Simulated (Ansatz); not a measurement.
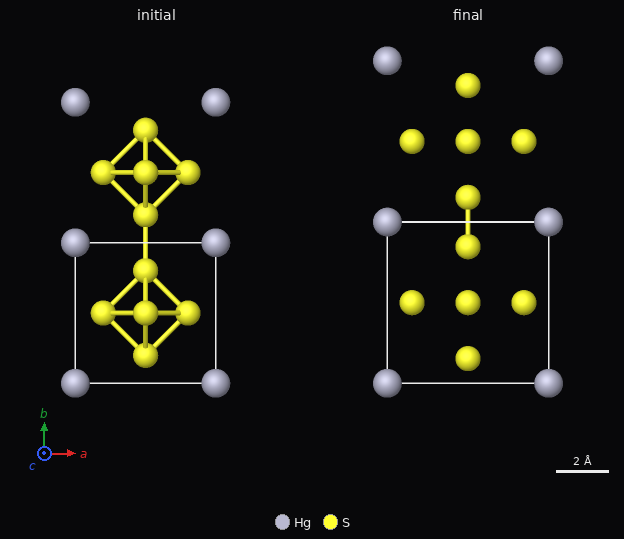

The structure of solid HgS₆ (a generated structure, set up in Pm-3m) (coarse preliminary run) before (left) and after (right) a relaxation, at one scale.

The picture is a ball-and-stick view of the cell of the calculation, repeated 1 × 2 × 1 with one cell outlined, seen along the c axis.

Level of theory: Ansatz, DFT PBE, scalar-relativistic, plane waves, PAW. Settings: plane-wave cutoff 420 eV; k-point mesh 4 × 4 × 4; occupations gaussian; smearing width 0.1 eV; no spin polarisation; cell and atoms relaxed; force threshold 0.04 eV/Å; at most 70 steps.

Q: Describe what moved and what it gained.

A: The energy falls by 683 meV per atom in 7 accepted moves (9 points after the start). The largest force component goes from 4.2 to 0.018 eV/Å. The pressure goes from 15.30 to 0.08 GPa. At 2 points the geometry stayed and the basis and grid were re-selected for the new cell (energy shift of 8.1 meV per atom at most each time). The largest moves relative to the cell, 0.29 Å, are those of S atoms. Hg stays in place. The volume changes by +51.2 %, with a = b = c 5.481 → 6.291 Å (+14.8 %). Some distances before and after: S–S 2.334 → 3.087 Å, S–S 2.180 → 1.926 Å. Bonds break: S–S (2.33 → 3.09 Å). The space group stays Pm-3m (No. 221).
